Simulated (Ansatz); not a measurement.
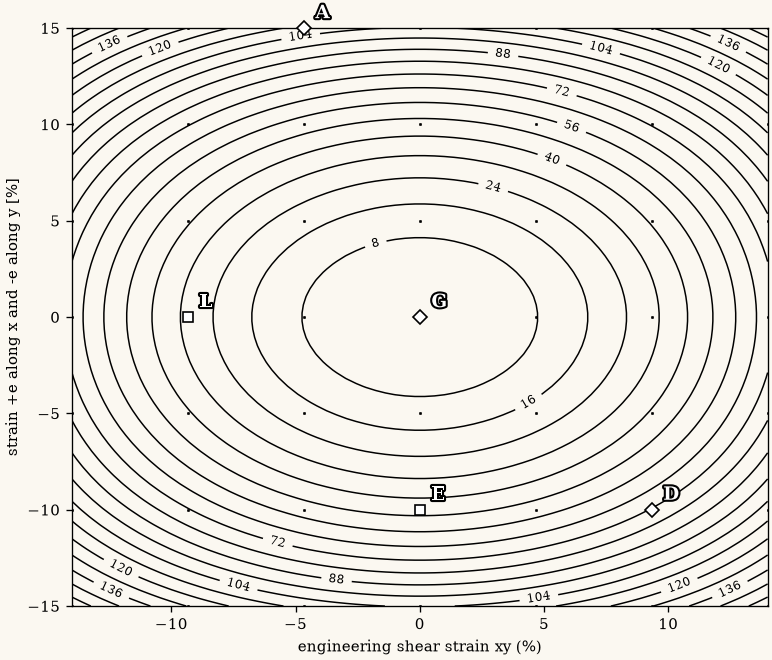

Cu (Fm-3m, No. 225; 1 atom in the cell). The energy is mapped over two homogeneous strains (x, y and z along the cube axes). First axis: engineering shear strain xy. Second axis: strain +e along x and -e along y. Nothing is relaxed (symmetry fixes all fractional coordinates). The scan uses a 7 × 7 grid; 16 points were computed and 33 follow by symmetry. Points are written as (first, second). Energies are in meV/atom, from the lowest grid point. Computed with DFT PBEsol, scalar-relativistic, plane waves, PAW (Ansatz 0.2.0). Settings: cutoff 520 eV, k-mesh 22×22×22, gaussian smearing 0.15 eV, no spin polarisation.

In the figure: contour lines labelled in meV/atom, dots at the grid points, lettered points. Between grid points the surface is interpolated.

Is G the lowest point of the computed grid?

Answer. Yes. G, at (0.0 %, 0 %), has the lowest energy of the grid.

Rank the lettered points by energy, lowest first.

Answer. G (0 meV/atom), L (30 meV/atom), E (45 meV/atom), D (73 meV/atom), A (110 meV/atom).

PAW datasets: the set soft_1.
